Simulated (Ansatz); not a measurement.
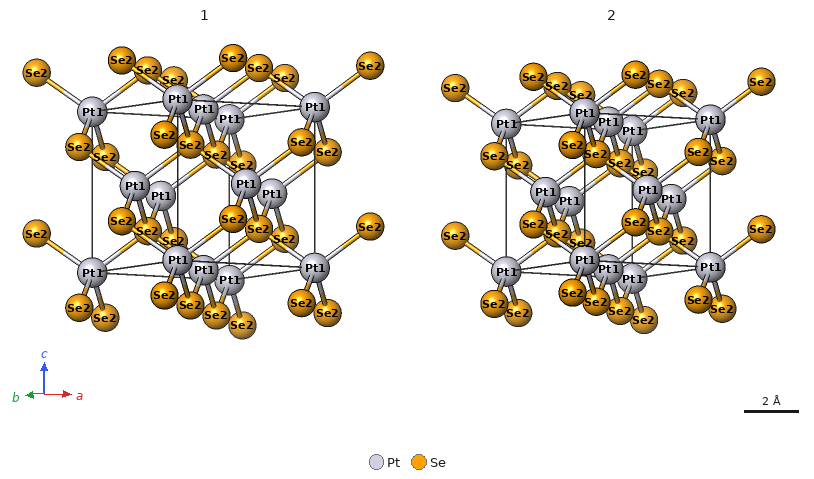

Two geometries of solid PtSe (a generated structure, set up in F-43m), drawn at one scale. One is the start of a relaxation, the other its converged end. Style: ball-and-stick. Shown: the conventional cell (4 times the calculation's cell), from a free direction. Lengths and directions refer to the drawn axes.

Level of theory: Ansatz, Kohn-Sham DFT of a periodic cell, HSEsol, Ansatz PAW. (plane-wave cutoff 420 eV; k-point mesh 4 × 4 × 4; occupations fermi-dirac; smearing width 0.05 eV; no spin polarisation; cell and atoms relaxed; force threshold 0.01 eV/Å; at most 40 steps)

> Which geometry has the lower energy?

Structure 2 is the relaxed one. The run lets cell and atoms move. After 4 accepted moves (5 points after the start) the energy has fallen by 414 meV per atom. All forces vanish by symmetry, so only the cell relaxes. Pressure: −15.72 GPa at the start and −0.03 GPa at the end. The SCF was repeated once at an unchanged geometry on a basis and grid sized afresh for the cell, which shifted the energy by 1.3 meV per atom at most. No atom moves by more than 0.005 Å relative to the cell. Cell: a = b = c 6.075 → 5.577 Å (−8.2 %). Volume −22.6 %. Some distances before and after: Pt1–Se2 2.631 → 2.415 Å. The space group stays F-43m (No. 216).
